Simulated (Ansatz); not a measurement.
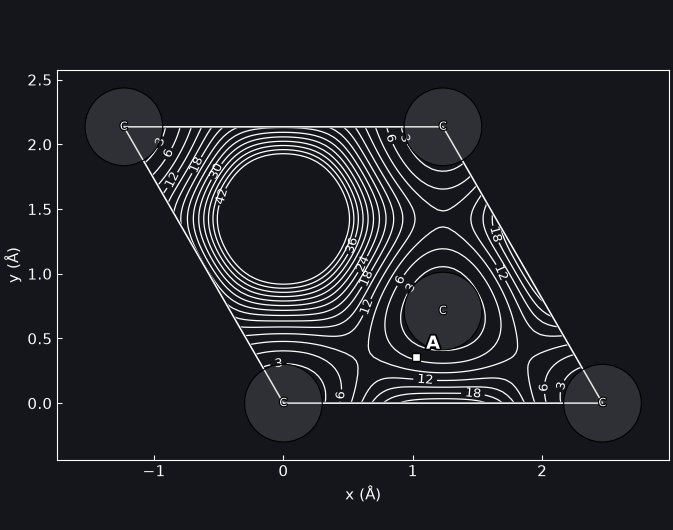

Si on a two-dimensional sheet of C (8 atoms of substrate and one adsorbate in a 2 × 2 cell). 
- Si is moved over the surface cell at a fixed height above a rigid substrate; the origin of the map has the adsorbate above C1; the height is held at 2.80 Å.
- Places are given modulo a cell vector. The map is drawn in real space over the plane of the surface.
- The grid has 6 × 6 points; 7 points were computed and 29 follow by symmetry.
- Places are given in fractions of the 1 × 1 surface cell.
- All energies are given in meV relative to the lowest grid point.
- At a fixed height the lowest place need not be the adsorption site.
- Computed with Ansatz, DFT PBE+D3(BJ), scalar-relativistic, plane waves, PAW. Settings: cutoff 420 eV, k-mesh 6×6×1, gaussian smearing 0.1 eV, spin-polarised.

The picture shows contour lines labelled in meV (none above 42), labelled circles for the atoms of the top layer, the outline of one cell of the plane, the point A. Between grid points the surface is interpolated.

Which way does the force act at A, and how strong is it?

Answer. A, at (3/6, 1/6) of the cell vectors, is not a stationary point. The computed force is 0.03 eV/Å in the plane, pointing up in the picture (components 0.009 and 0.029 eV/Å).

PAW datasets: the set soft_1.
